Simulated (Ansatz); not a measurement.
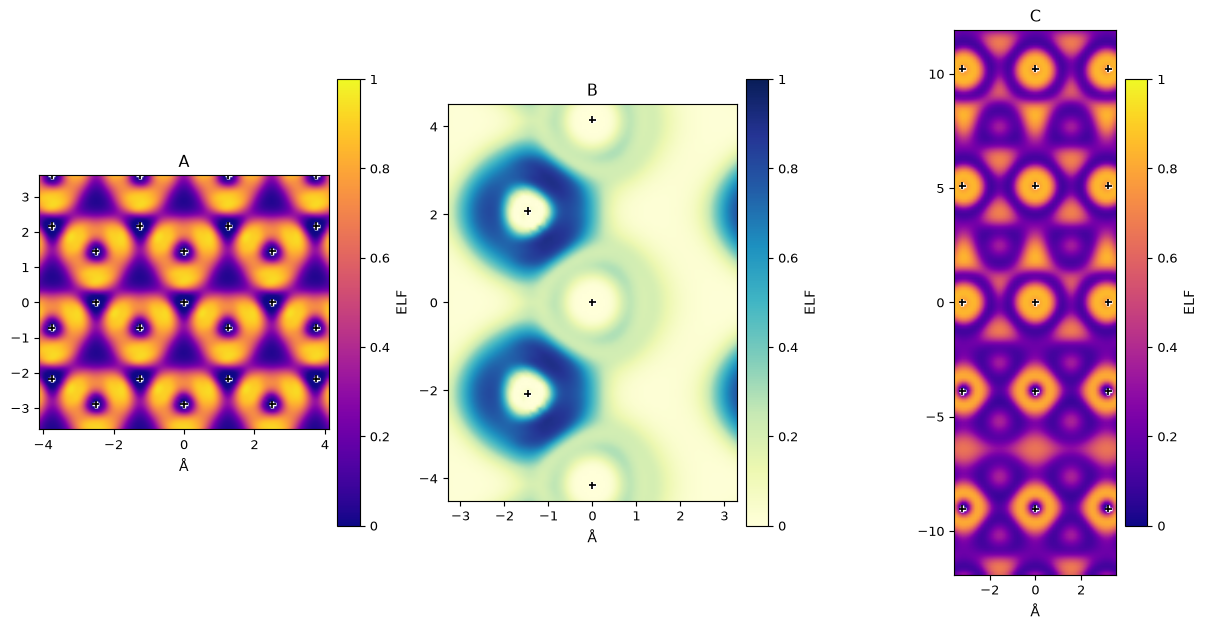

The electron localisation function of 3 systems, each on a plane through atoms (crosses mark nuclei in the plane).

Computed with DFT PBEsol, scalar-relativistic, plane waves, PAW in Ansatz 0.2.0.

System 1: InP, the (011) plane of the conventional cell. Space group F-43m.

```yaml
crystal:
  lattice:
    - [5.87818, 0.00000, 0.00000]
    - [0.00000, 0.00000, -5.87818]
    - [0.00000, 5.87818, 0.00000]
  atoms:
    - { symbol: In, position: [0.50000, 0.50000, 0.00000] }
    - { symbol: In, position: [0.00000, 0.50000, 0.50000] }
    - { symbol: In, position: [0.00000, 0.00000, 0.00000] }
    - { symbol: In, position: [0.50000, 0.00000, 0.50000] }
    - { symbol: P, position: [0.75000, 0.75000, 0.25000] }
    - { symbol: P, position: [0.25000, 0.75000, 0.75000] }
    - { symbol: P, position: [0.25000, 0.25000, 0.25000] }
    - { symbol: P, position: [0.75000, 0.25000, 0.75000] }
```

System 2: Hf3N2, the (100) plane of the conventional cell. Space group R-3m; a structure from a database of computed crystals, not necessarily the ambient phase.

```
Hf N
1.0
     3.19335    0.00000    0.00000
    -1.59667    2.76552    0.00000
     0.00000    0.00000   23.12457
Hf N
9 6
Direct
  0.66667 0.33333 0.11231
  0.33333 0.66667 0.44564
  0.00000 0.00000 0.77898
  0.00000 0.00000 0.22102
  0.66667 0.33333 0.55436
  0.33333 0.66667 0.88769
  0.00000 0.00000 0.00000
  0.66667 0.33333 0.33333
  0.33333 0.66667 0.66667
  0.33333 0.66667 0.27780
  0.00000 0.00000 0.61113
  0.66667 0.33333 0.94446
  0.33333 0.66667 0.05554
  0.00000 0.00000 0.38887
  0.66667 0.33333 0.72220
```

System 3: BN, the (001) plane of the conventional cell. Space group R3m; a structure from a database of computed crystals, not necessarily the ambient phase.

```yaml
crystal:
  lattice:
    - [2.50419, 0.00000, 0.00000]
    - [-1.25210, 2.16870, 0.00000]
    - [0.00000, 0.00000, 10.44459]
  atoms:
    - { symbol: B, position: [0.66667, 0.33333, 0.33296] }
    - { symbol: B, position: [0.33333, 0.66667, 0.66629] }
    - { symbol: B, position: [0.00000, 0.00000, 0.99962] }
    - { symbol: N, position: [0.00000, 0.00000, 0.33281] }
    - { symbol: N, position: [0.66667, 0.33333, 0.66614] }
    - { symbol: N, position: [0.33333, 0.66667, 0.99948] }
```

Match each panel to its system.

Answer. Panel A is system 3, BN: the plane holds B and N. B–N (1.45 Å): the ELF peaks at about 0.95 between the atoms; a polar covalent bond. Panel B is system 1, InP: the plane holds In and P. In–P (2.55 Å): the ELF peaks at about 0.90 in the valence shell of P, 0.8 Å from its nucleus, and is about 0.55 at the midpoint. Panel C is system 2, Hf3N2: the plane holds Hf and N. Hf–Hf (3.19 Å): the ELF is about 0.20 at the midpoint: no shared electron pair shows on this line.
